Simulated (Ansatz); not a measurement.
# A thicker film of GaN (110) from two thinner ones

In a field along its normal an insulating film takes a dipole p. Written as a length, p/(ε₀AE), it should grow by 1 − 1/ε for each ångström added.

**Method.** Ansatz 0.2.0, plane waves with PAW datasets (its set soft_2), PBE; zincblende films relaxed at a bulk in-plane lattice constant near the measured one, then held in weak fields of both signs with a dipole correction (A is the cell's area, E the outer field).

```tsv
run	distance between the outer atoms (Å)	p/(ε₀AE) (Å)
5 units	6.566	7.537
8 units	11.417	11.603
12 units	17.888	?
```

Q: Estimate the withheld value from the rows shown.

Two rows fix a line: slope = (11.603 − 7.537) / (11.417 − 6.566) = 0.8382, intercept 2.0333. That slope means ε = 1/(1 − 0.8382) = 6.18. At 17.888 it gives 0.8382 × 17.888 + 2.0333 = 17.027 Å, beyond the rows fitted. Rounding of the rows alone allows about ±0.003 Å there; two rows can't show whether the line holds.

The run itself gives 17.018 Å: a miss of −0.009 Å, or 0.1 % of the value. The length is met to within 1 %, though ε is more sensitive than the length: the two thickest films give ε = 6.13.

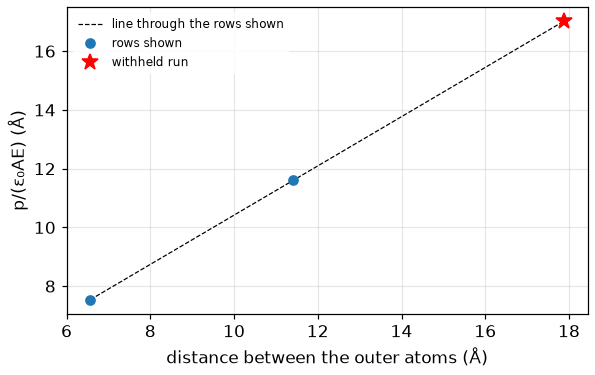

The fit and the withheld run.

Caveats: This is the electronic response alone. A unit is one step of the cut along the normal (a plane, a pair of planes or a cell), and the layers relax along it, away from their bulk spacing where the functional's lattice constant differs from the one held.

[Logs are printed without paths, hosts, clocks, repeated set-up lines and the standing remarks that a program may print on its own settings, such as how far it seeks lower states.]
